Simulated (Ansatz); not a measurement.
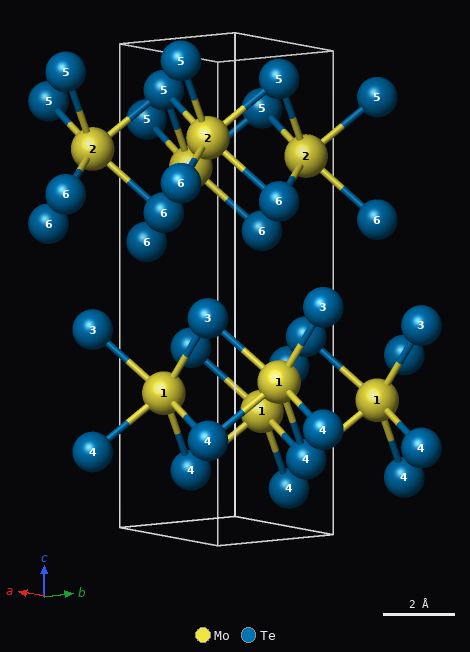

The starting point is a crystal of Te$_{2}$Mo (built on the 2H (MoS2) bulk type). The picture is a ball-and-stick view of the cell of the calculation, repeated 2 × 2 × 1 with one cell outlined, seen from a free direction.

The calculation used DFT, r2SCAN, plane waves, PAW in Ansatz. (plane-wave cutoff 500 eV; k-point mesh 12 × 12 × 2; occupations fixed; no spin polarisation)

The variant: The cell is strained by −3.0 % along c and none across it (volume −3.0 %) and the Te atoms are displaced by 0.05 Å relative to the cell: Te3 0.05 Å along +c. No relaxation follows.

Input
```yaml
crystal:
  lattice:
    - [3.5421311455, 0.0, 0.0]
    - [-1.7710655727, 3.0675755555, 0.0]
    - [0.0, 0.0, 13.7513718072]
  atoms:
    - { symbol: Mo, position: [0.3333333333, 0.6666666667, 0.25] }
    - { symbol: Mo, position: [0.6666666667, 0.3333333333, 0.75] }
    - { symbol: Te, position: [0.6666666667, 0.3333333333, 0.3799782795] }
    - { symbol: Te, position: [0.6666666667, 0.3333333333, 0.1200217205] }
    - { symbol: Te, position: [0.3333333333, 0.6666666667, 0.8799782795] }
    - { symbol: Te, position: [0.3333333333, 0.6666666667, 0.6200217205] }
kpoints:
  mp_grid: { grid: [12, 12, 2] }
  band_path:
    path:
      - [0.0, 0.0, 0.0]
      - [0.5, 0.0, 0.0]
      - [0.3333333333, 0.3333333333, 0.0]
      - [0.0, 0.0, 0.5]
      - [0.5, 0.0, 0.5]
      - [0.3333333333, 0.3333333333, 0.5]
      - [0.195312, 0.197917, 0.0]
    npoints: 1
hamiltonian:
  xc: r2scan
scf:
  occupations: { method: fixed }
  n_extra_bands: 5
output:
  forces: true
  stress: true
  eigenvalues: true
```

Run as
```bash
ansatz run input.yaml --threads 2 --pin off --max-ram 20275MiB --backend cpu --events-out ev --progress --plain --runs-dir out
```

### Predict the response.

Some distances before and after: Mo–Te 2.721 → 2.716 Å. The space group stays P6_3/mmc (No. 194). Energy change: +10.2 meV per atom. The pressure goes from 1.2 to 2.1 GPa. The principal stresses (compression positive) are 2.9 GPa along c and 1.7 GPa across it. The largest forces, 0.031 eV/Å, act on Te3, Te4, Te5 and Te6. The band gap: 0.88 eV before, 0.72 eV after.

Drawn alike, the variant:

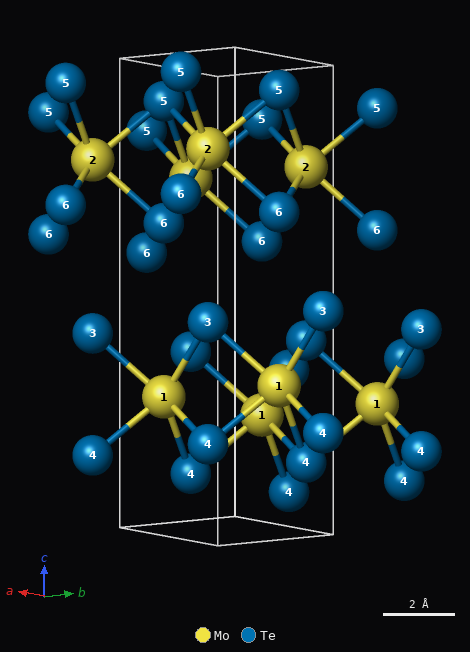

Limits of the set-up: layers or molecules are held without a dispersion correction, so their spacing is unreliable.
